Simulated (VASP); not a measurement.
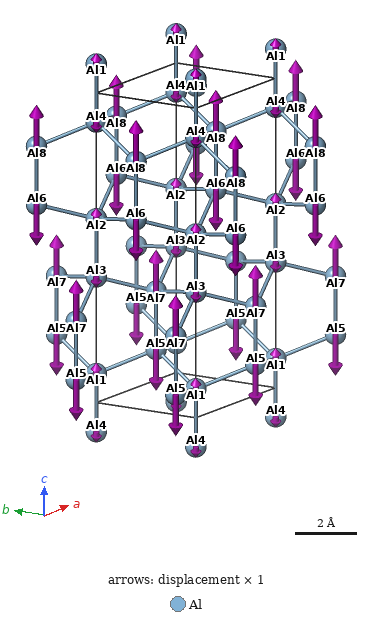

A relaxation of crystalline Al (a generated structure, set up in P6_3/mmc). The starting structure is drawn; purple arrows show the displacements (the part carried along by the change of the cell is left out), at their true length.

The picture is a ball-and-stick view of the cell of the calculation, seen from a free direction.

The run lets cell and atoms move.

Computed with Kohn-Sham DFT of a periodic cell, PBE, VASP PAW PBE potentials, recommended in VASP 6.6.1.

Input file:
```
SYSTEM = Al
PREC = Accurate
ENCUT = 600
EDIFF = 1E-6
ISMEAR = 0
SIGMA = 0.1
LREAL = .False.
LASPH = .True.
NELM = 100
ALGO = Normal
ISIF = 3
LWAVE = .False.
LCHARG = .False.
GGA = PE
IBRION = 2
NSW = 90
EDIFFG = -0.04
```

Run as
```bash
cat potpaw_PBE.64/Al/POTCAR > POTCAR
mpirun -np 1 vasp_std > vasp.out
```

Describe the change and its energy.

Answer. After 48 geometry steps the energy has fallen by 2294 meV per atom. The largest force component goes from 0.085 to 0.039 eV/Å. Pressure: 78.78 GPa at the start and −0.02 GPa at the end. The largest moves relative to the cell, 1.53 Å, are those of Al5, Al6, Al7 and Al8. Al6 goes along −c. The drawn cell changes as follows: a = b 3.467 → 4.370 Å (+26.0 %), c 11.323 → 10.935 Å (−3.4 %); the volume changes by +53.4 %. Some distances before and after: Al5–Al7 2.123 → 5.101 Å, Al5–Al8 4.065 → 2.549 Å, Al1–Al3 3.538 → 2.610 Å, Al1–Al4 2.123 → 2.858 Å. New bonds form: Al1–Al3 (3.54 → 2.61 Å), Al2–Al4 (3.54 → 2.61 Å), Al5–Al8 (4.07 → 2.55 Å), Al6–Al7 (4.07 → 2.55 Å). Bonds break: Al5–Al7 (2.12 → 5.10 Å), Al6–Al8 (2.12 → 5.10 Å). Bond angles that change, for instance: Al4–Al1–Al5 109.5° → 63.7°, Al5–Al1–Al5 109.5° → 101.9°. The space group stays P6_3/mmc (No. 194). The volume changes by over a tenth within one run on a fixed set of plane waves, so the end point should be relaxed again from the new cell.
